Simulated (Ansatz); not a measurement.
The Ansatz input:

```
crystal:
  lattice:
    - [5.63, 0.0, 0.0]
    - [0.0, 5.63, 0.0]
    - [0.0, 0.0, 5.63]
  atoms:
    - { symbol: C, position: [0.958, 0.958, 0.958] }
    - { symbol: C, position: [0.542, 0.042, 0.458] }
    - { symbol: C, position: [0.458, 0.542, 0.042] }
    - { symbol: C, position: [0.042, 0.458, 0.542] }
    - { symbol: O, position: [0.067, 0.067, 0.067] }
    - { symbol: O, position: [0.433, 0.933, 0.567] }
    - { symbol: O, position: [0.567, 0.433, 0.933] }
    - { symbol: O, position: [0.933, 0.567, 0.433] }
  symmetry: { tolerance: 0.0003 }
kpoints:
  mp_grid: { grid: [5, 5, 5], shift: [0, 0, 0] }
  band_path:
    path:
      - [0.0, 0.0, 0.0]
      - [0.0, 0.5, 0.0]
      - [0.5, 0.5, 0.0]
      - [0.0, 0.0, 0.0]
      - [0.5, 0.5, 0.5]
      - [0.0, 0.5, 0.0]
      - [0.5, 0.5, 0.5]
      - [0.5, 0.5, 0.0]
      - [0.5, 0.0, 0.0]
    npoints: 7
magnetization:
  spin_polarized: false
scf:
  occupations: { method: fermi_dirac }
  lower_state_search: "off"
  max_iter: 200
hamiltonian:
  pseudopotentials: { kind: paw }
  xc: r2scan
basis:
  ecutwfc: 500
  fft_grid_basis: typed
output:
  forces: true
  stress: true
  eigenvalues: true
  bader: true
  populations: true
  elf: true
  write_potential: true
  volumetric_format: npy
  dos:
    e_range: [-12, 8]
    de: 0.05
    projected: { site_lists: { C: [C], O: [O] } }
  write_density: true
checkpoint:
  read: saved_state
```

Run as:
```bash
ansatz run input.yaml --threads 1 --pin off --max-ram 2560MiB --backend cpu --events-out ev --progress --plain --runs-dir out
```

Predict the main features of the band structure and density of states. The path is Γ–X–M–Γ–R–X–R–M–X1.

The bands leave a gap. The gap along this path is 7.10 eV and direct: both edges lie between Γ and X. The top valence band spans 0.3 eV and the lowest conduction band 0.6 eV. The direct gaps are 7.18 eV at X1, 7.56 eV at M and 7.36 eV at Γ. By projected weight, the top eV of the valence band is C 2s (55 %) and C 2p (35 %); the bottom eV of the conduction band is C 2p (70 %) and O 2p (25 %).

The atoms aren't at rest in this cell (largest force 9.7 eV/Å), so the relaxed material can differ. The cell is at 12 GPa in this functional.

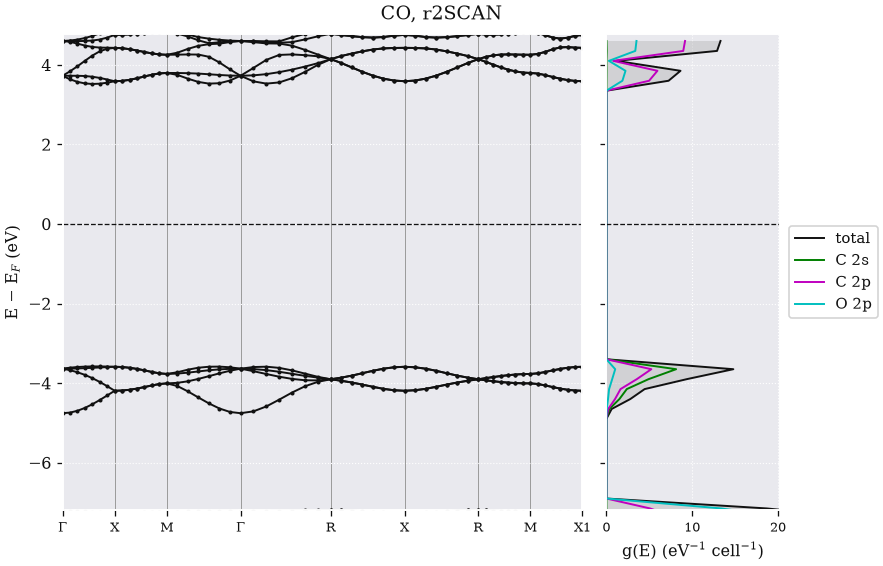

Band structure and density of states. Energies are counted from the Fermi level. The path runs straight from each named point to the next. The partial curves are projected on Löwdin-orthogonalised atomic shells.
